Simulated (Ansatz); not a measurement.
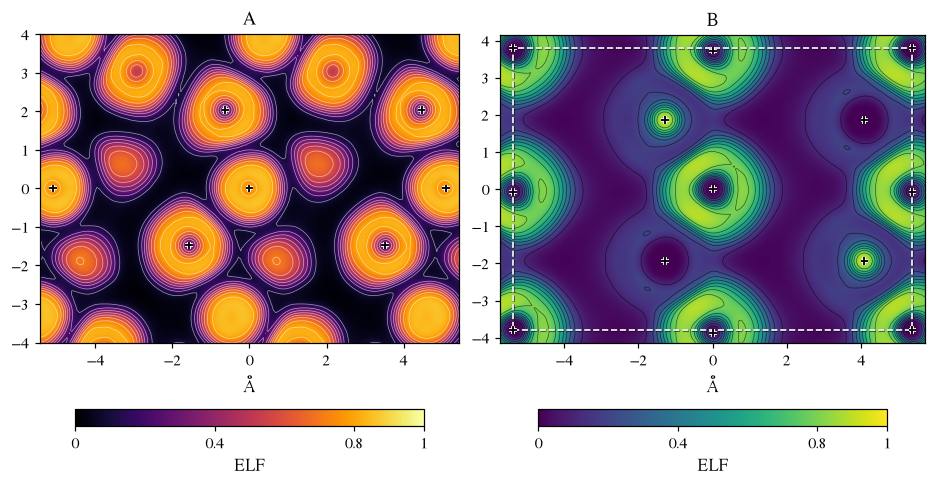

The ELF of 2 systems, each on a plane through atoms (crosses mark nuclei in the plane).

The calculation used Ansatz, DFT PBEsol, scalar-relativistic, plane waves, PAW.

System 1: HfO$_{2}$, the (011) plane of the conventional cell. Space group P2₁/c.

```cif
data_structure
_symmetry_space_group_name_H-M 'P 1'
_symmetry_Int_Tables_number 1
_cell_length_a 5.0959
_cell_length_b 5.1768
_cell_length_c 5.2712
_cell_angle_alpha 90.000
_cell_angle_beta 99.622
_cell_angle_gamma 90.000
_cell_volume 137.10
loop_
_atom_site_label
_atom_site_type_symbol
_atom_site_fract_x
_atom_site_fract_y
_atom_site_fract_z
_atom_site_occupancy
Hf1 Hf 0.27715 0.04298 0.20817 1
Hf2 Hf 0.72285 0.54298 0.29183 1
Hf3 Hf 0.72285 0.95702 0.79183 1
Hf4 Hf 0.27715 0.45702 0.70817 1
O1 O 0.44716 0.75817 0.47997 1
O2 O 0.55284 0.25817 0.02003 1
O3 O 0.55284 0.24183 0.52003 1
O4 O 0.44716 0.74183 0.97997 1
O5 O 0.07115 0.33720 0.34100 1
O6 O 0.92885 0.83720 0.15900 1
O7 O 0.92885 0.66280 0.65900 1
O8 O 0.07115 0.16280 0.84100 1
```

System 2: ZnCu$_{2}$SnS$_{4}$, the (110) plane of the conventional cell. Space group I-4; computed without spin polarisation.

```
Zn Cu Sn S
1.0
     5.37391    0.00000    0.00000
     0.00000    5.37391    0.00000
     0.00000    0.00000   10.75423
Zn Cu Sn S
2 4 2 8
Direct
  0.50000 0.00000 0.25000
  0.00000 0.50000 0.75000
  0.00000 0.00000 0.00000
  0.50000 0.50000 0.50000
  0.00000 0.50000 0.25000
  0.50000 0.00000 0.75000
  0.00000 0.00000 0.50000
  0.50000 0.50000 0.00000
  0.76860 0.24048 0.12991
  0.26860 0.74048 0.62991
  0.24048 0.23140 0.87009
  0.74048 0.73140 0.37009
  0.23140 0.75952 0.12991
  0.73140 0.25952 0.62991
  0.25952 0.26860 0.37009
  0.75952 0.76860 0.87009
```

Match each panel to its system.

Panel A is system 1, HfO$_{2}$: the plane holds Hf and O. Hf–O (2.14 Å): the ELF peaks at about 0.85 in the valence shell of O, 0.6 Å from its nucleus, and drops to about 0.20 between the two atoms; no shared electron pair shows on this line. Panel B is system 2, ZnCu$_{2}$SnS$_{4}$: the plane holds Zn, Cu and S. Cu–S (2.27 Å): the ELF peaks at about 0.90 in the valence shell of S, 0.8 Å from its nucleus, and is about 0.45 at the midpoint.
